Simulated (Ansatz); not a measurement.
InP: several calculations on one system

### Relaxation

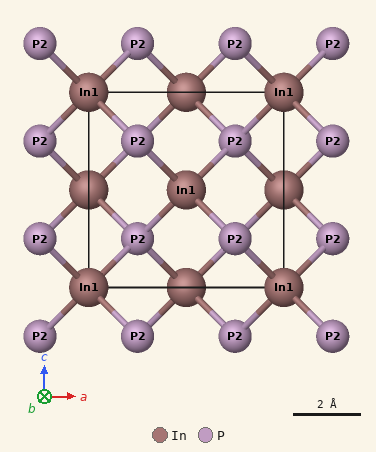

Starting structure of a crystal of InP (set up in F-43m). Style: ball-and-stick. Shown: the conventional cell (4 times the calculation's cell), along the b axis. Lengths and directions refer to the drawn axes.

Theory: Ansatz 0.2.0, DFT PBE, scalar-relativistic, plane waves, PAW.

Input
```yaml
crystal:
  lattice:
    - [0.0, 2.9305, 2.9305]
    - [2.9305, 0.0, 2.9305]
    - [2.9305, 2.9305, 0.0]
  atoms:
    - { symbol: In, position: [0.0, 0.0, 0.0] }
    - { symbol: P, position: [0.75, 0.75, 0.75] }
basis:
  ecutwfc: 420
kpoints:
  mp_grid: { grid: [8, 8, 8] }
hamiltonian:
  xc: pbe
scf:
  occupations: { method: gaussian, width: 0.02 }
output:
  forces: true
  stress: true
  eigenvalues: true
  write_density: true
  write_potential: true
  elf: true
  volumetric_format: npy
relax:
  adjacent_minimum: "off"
  f_tol: 0.005
  max_steps: 80
  cell: { stress_tol: 0.05 }
```

Launched with:
```bash
ansatz run input.yaml --threads 1 --pin off --max-ram 2560MiB --backend cpu --events-out ev --progress --plain --runs-dir out
```

What does the optimiser find from here?

No atom moves by more than 0.005 Å relative to the cell. The volume changes by +5.2 %, with a = b = c 5.861 → 5.960 Å (+1.7 %). Near-neighbour distances that change, for instance: In1–P2 2.538 → 2.581 Å. The space group stays F-43m (No. 216). Over 2 accepted moves (3 points after the start) the energy falls by 12.8 meV per atom. All forces vanish by symmetry, so only the cell relaxes. The pressure goes from 3.34 to −0.03 GPa. The SCF was repeated once at an unchanged geometry on a basis and grid sized afresh for the cell, which shifted the energy by 0.3 meV per atom at most.

After the run, drawn alike:

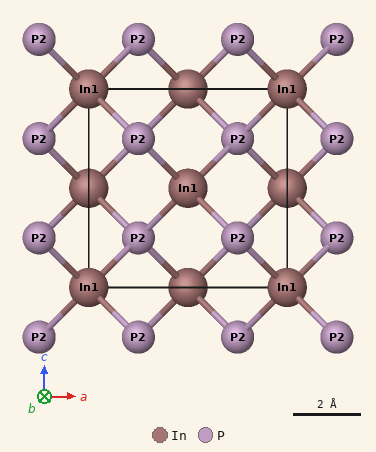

### Relaxation

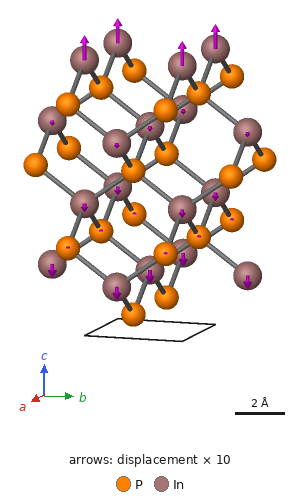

A relaxation of a slab of composition InP (cut from the F-43m phase). The starting structure is drawn; purple arrows show the displacements, magnified 10 times.

A ball-and-stick model of the cell of the calculation, outlined in the plane, without the vacuum, seen slightly off an axis.

Case: (1 0 0) slab, atoms relaxed. The slab is the (1 0 0) face of InP.

Level of theory: Ansatz 0.2.0, DFT PBE, scalar-relativistic, plane waves, PAW. Set-up: plane-wave cutoff 420 eV; k-point mesh 8 × 8 × 1; occupations gaussian; smearing width 0.05 eV; no spin polarisation; dipole correction; atoms relaxed in a fixed cell; force threshold 0.02 eV/Å; at most 60 steps.

Q: Atoms of which element are displaced furthest, and by how much?

A: Indium: up to 0.10 Å, against 0.01 Å for phosphorus.

Q: What happened in the run?

A: Over 2 accepted moves (3 points after the start) the energy falls by 50.0 meV per cell of the calculation. Largest force component: 0.49 eV/Å at the start, 0.019 eV/Å at the end. 1 step only repeated the SCF at the same geometry. The atom that moves furthest relative to the layer's centre is an In atom (0.10 Å along the normal (+c)). By element the largest moves are In 0.10 Å, P 0.01 Å. The lattice vectors keep their values. Some distances before and after: In–P 2.581 → 2.643 Å, In–P 2.581 → 2.621 Å, In–P 2.581 → 2.555 Å, In–P 2.581 → 2.600 Å. Bond angles that change, for instance: In–P–In 109.5° → 105.7°, P–In–P 109.5° → 105.7°, In–P–In 109.5° → 107.0°. The run took 2.9 min on 1 thread of Oxide Virtual Turin-like Processor (Zen 5), with other jobs on the host, peak memory 0.79 GiB.

### A change

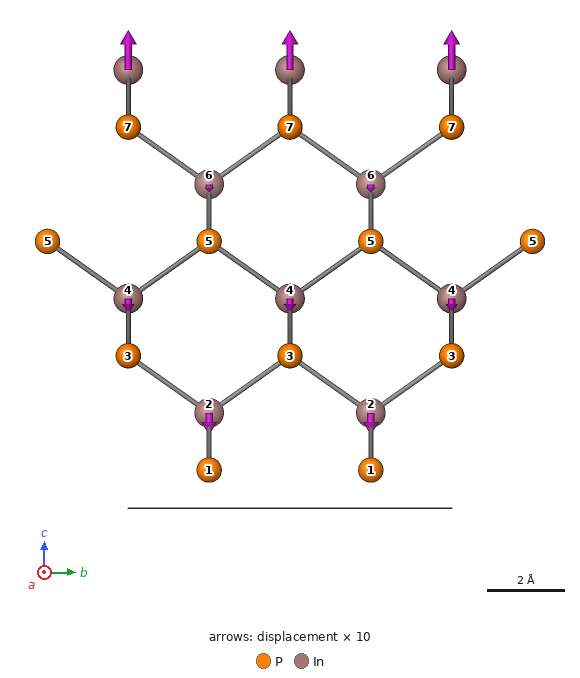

A (1 0 0) slab of InP as cut from the relaxed bulk. The purple arrows show how the atoms are displaced, magnified 10 times. The picture is a ball-and-stick view of the 2 × 2 repeat of the cell, outlined in the plane, without the vacuum, seen along the a axis.

The calculation used Ansatz 0.2.0, DFT PBE, scalar-relativistic, plane waves, PAW. Set-up: plane-wave cutoff 420 eV; occupations gaussian; no spin polarisation. The k-mesh is chosen for each cell (10×10×10, 8×8×1). Smearing widths differ between the runs.

What was done to the structure, and with what result?

The atoms of the slab are relaxed at the bulk's in-plane cell. The surface energy (mean of the two faces) falls from 1.57 to 1.55 J/m². The top spacing, between the In and P planes, goes from 1.49 to 1.60 Å (+7.1 %), the bottom one (P to In) from 1.49 to 1.43 Å (−4.2 %). The cell doesn't change. The largest move relative to the layer's centre is that of an In atom, 0.10 Å along the normal (+c). By element the largest moves are In 0.10 Å, P 0.01 Å. Some distances before and after: In–P 2.581 → 2.545 to 2.643 Å.
